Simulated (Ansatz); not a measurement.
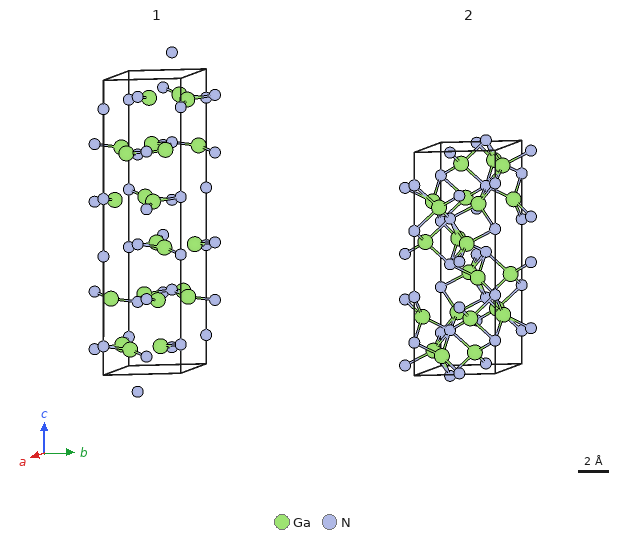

Two geometries of solid Ga$_{3}$N$_{2}$ (built on the corundum_167 type) (coarse preliminary run), drawn at one scale. One is the start of a relaxation, the other its converged end. Style: ball-and-stick. Shown: the conventional cell (3 times the calculation's cell), slightly off an axis. Lengths and directions refer to the drawn axes.

Theory: DFT PBE, scalar-relativistic, plane waves, PAW in Ansatz 0.2.0. (plane-wave cutoff 420 eV; k-point mesh 6 × 6 × 6; occupations gaussian; smearing width 0.1 eV; no spin polarisation; cell and atoms relaxed; force threshold 0.04 eV/Å; at most 70 steps)

Which geometry has the lower energy?

Answer. Structure 1 is the relaxed one. Case: anti-corundum type (R-3c, No. 167). The largest moves relative to the cell, 1.01 Å, are those of N atoms. By element the largest moves are N 1.01 Å, Ga 0.05 Å. The drawn cell changes as follows: a = b 5.568 → 5.323 Å (−4.4 %), c 15.202 → 20.083 Å (+32.1 %); the volume changes by +20.7 %. Among the contacts that change: Ga–N 2.307 → 3.442 Å, Ga–N 2.170 → 1.903 Å. Bonds break: Ga–N (2.31 → 3.44 Å). Bond angles that change, for instance: Ga–N–Ga 101.2° → 117.8°, N–Ga–N 120.4° → 110.5°. The space group stays R-3c (No. 167). Over 15 accepted moves (19 points after the start) the energy falls by 2.595 eV per cell of the calculation. Largest force component: 0.47 eV/Å at the start, 0.018 eV/Å at the end. Pressure: 0.36 GPa at the start and −0.06 GPa at the end. The line search rejected the trial step at point 10 of the run. At 3 points the geometry stayed and the basis and grid were re-selected for the new cell (energy shift of 0.255 eV per cell of the calculation at most each time). The run took 3.1 min on 1 thread of Intel(R) Xeon(R) 6975P-C (Granite Rapids) (shared host), peak memory 0.65 GiB.
